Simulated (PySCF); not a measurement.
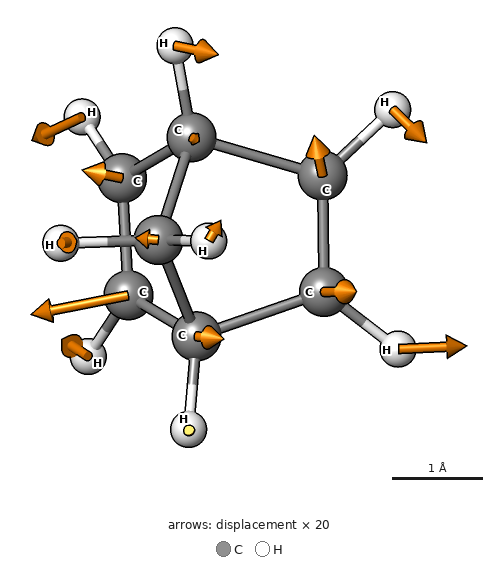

This is a relaxation of C₇H₈. The starting structure is drawn; orange arrows show the displacements, 20 times their true length. The two geometries are superimposed by the best rigid fit.

A ball-and-stick model, seen at a tilt.

The start comes from GFN2-xTB. Its atoms were then displaced at random by about 0.01 Å.

Theory: PBE0-D3(BJ)/def2-TZVP geometry optimisation, gas phase (PySCF). 

Q: What happened in the run?

A: A C atom moves most after the best rigid fit: 0.057 Å. By element the largest moves are C 0.057 Å, H 0.044 Å. Among the contacts that change: C–C 1.482 → 1.531 Å, C–H 1.116 → 1.092 Å, C–C 1.551 → 1.532 Å, C–H 1.065 → 1.081 Å. Among the angles between lasting bonds that change: C–C–H 131.4° → 128.1°, C–C–H 121.4° → 124.7°, C–C–C 104.6° → 107.2°. After 5 geometry steps the energy has fallen by 3.18 kcal/mol.
